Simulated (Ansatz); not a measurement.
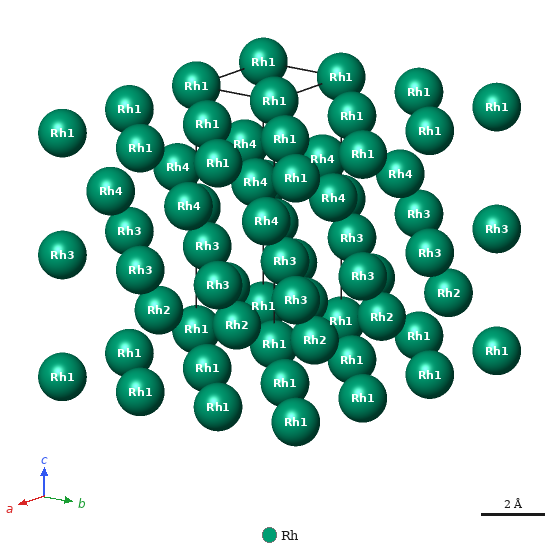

The starting point is crystalline Rh (set up in P6_3/mmc). Style: spheres-only. Shown: the cell of the calculation, repeated 3 × 3 × 1 with one cell outlined, from a free direction.

The calculation used DFT r2SCAN, scalar-relativistic, plane waves, PAW in Ansatz 0.2.0. Set-up: plane-wave cutoff 500 eV; k-point mesh 18 × 18 × 6; occupations gaussian; smearing width 0.1 eV; no spin polarisation.

Change: Every rhodium atom is replaced by palladium, which gives Pd. Cell and atoms are relaxed again (to zero pressure within 0.1 GPa, forces under 0.01 eV/Å).

Question: Predict the response.

Answer: The volume per atom goes from 13.74 to 14.95 Å³. Both are metals. Cell: a = b 2.689 → 2.753 Å (+2.4 %), c 8.777 → 9.109 Å (+3.8 %). Volume +8.8 %. The space group stays P6_3/mmc (No. 194).

Drawn alike, the variant:

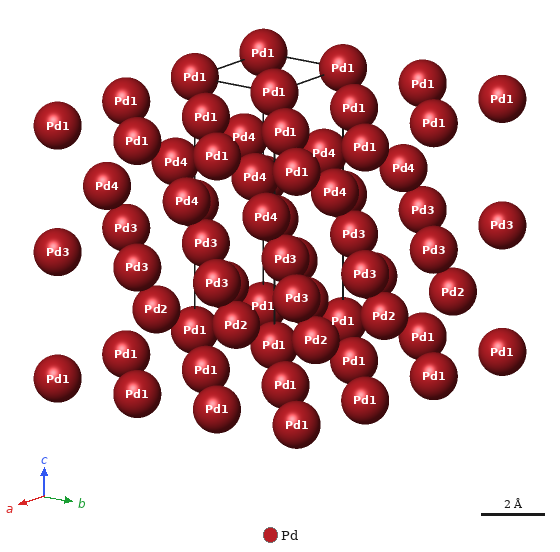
